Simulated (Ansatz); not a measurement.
## Electronic structure of Hf$_{3}$Si$_{2}$O in real space

```cif
data_structure
_symmetry_space_group_name_H-M 'P 1'
_symmetry_Int_Tables_number 1
_cell_length_a 3.6250
_cell_length_b 3.6250
_cell_length_c 8.8559
_cell_angle_alpha 90.000
_cell_angle_beta 90.000
_cell_angle_gamma 120.000
_cell_volume 100.78
loop_
_atom_site_label
_atom_site_type_symbol
_atom_site_fract_x
_atom_site_fract_y
_atom_site_fract_z
_atom_site_occupancy
Hf1 Hf 0.66667 0.33333 0.13520 1
Hf2 Hf 0.33333 0.66667 0.86480 1
Hf3 Hf 0.00000 0.00000 0.50000 1
Si1 Si 0.66667 0.33333 0.68145 1
Si2 Si 0.33333 0.66667 0.31855 1
O1 O 0.00000 0.00000 0.00000 1
```

Space group P-3m1; a structure generated by program, which may or may not match a known phase.

Level of theory: DFT PBE, scalar-relativistic, plane waves, PAW in Ansatz 0.2.0.

In a PAW calculation such maps are meaningful between the atoms, not at the nuclei.

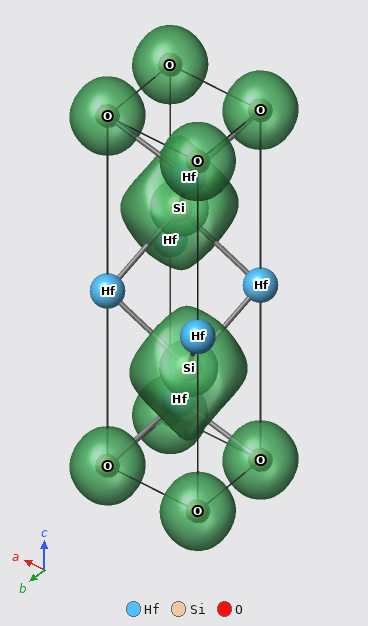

Figure 1. Isosurface of the electron localisation function at 0.6 (green), seen at an oblique angle. Only the valence region is drawn (cores and ρ < 0.01 e/Å³ removed). Sticks mark near contacts.

Q: Where are the electrons localised?

A: The ELF exceeds this value in one region wrapped around O (its valence shell) and two regions wrapped around Si (the valence shell of each), counted in one cell of 6 atoms. Any copies at cell faces, edges or corners count once.


Hf–O (2.41 Å): the ELF is about 0.10 at the midpoint; no localised pair shows between them. Hf–Si (2.64 Å): the ELF peaks at about 0.75 in the valence shell of Si, 0.9 Å from its nucleus, and is about 0.40 at the midpoint.

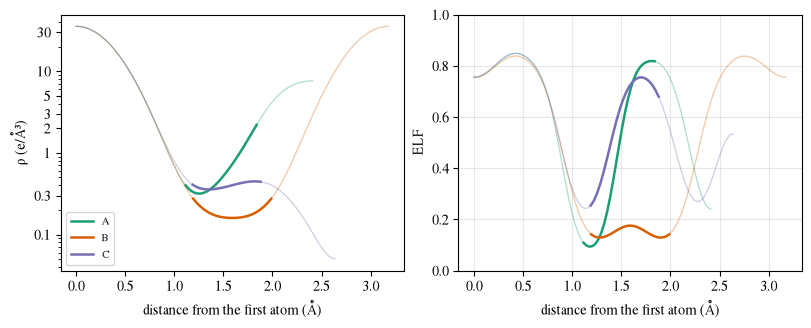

Figure 2. Valence pseudo-density and electron localisation function along straight lines between neighbouring atoms. Thin, pale parts lie inside the atomic spheres.

Q: Which curve belongs to which contact (Hf–Hf, Hf–O and Hf–Si)? The first atom named is at distance zero.

A: Curve A: Hf–O (2.41 Å): the density is about 0.32 e/Å³ at the midpoint; the ELF is about 0.10 at the midpoint (no shared electron pair shows on this line). Curve B: Hf–Hf (3.18 Å): ρ at the midpoint is about 0.16 e/Å³; the ELF is about 0.20 at the midpoint (no localised pair shows between them). Curve C: Hf–Si (2.64 Å): ρ at the midpoint is about 0.36 e/Å³; the ELF peaks at about 0.75 in the valence shell of Si, 0.9 Å from its nucleus, and is about 0.40 at the midpoint.

Q: Does the calculation give a band gap?

A: It is gapless in this calculation (a metal or semimetal).
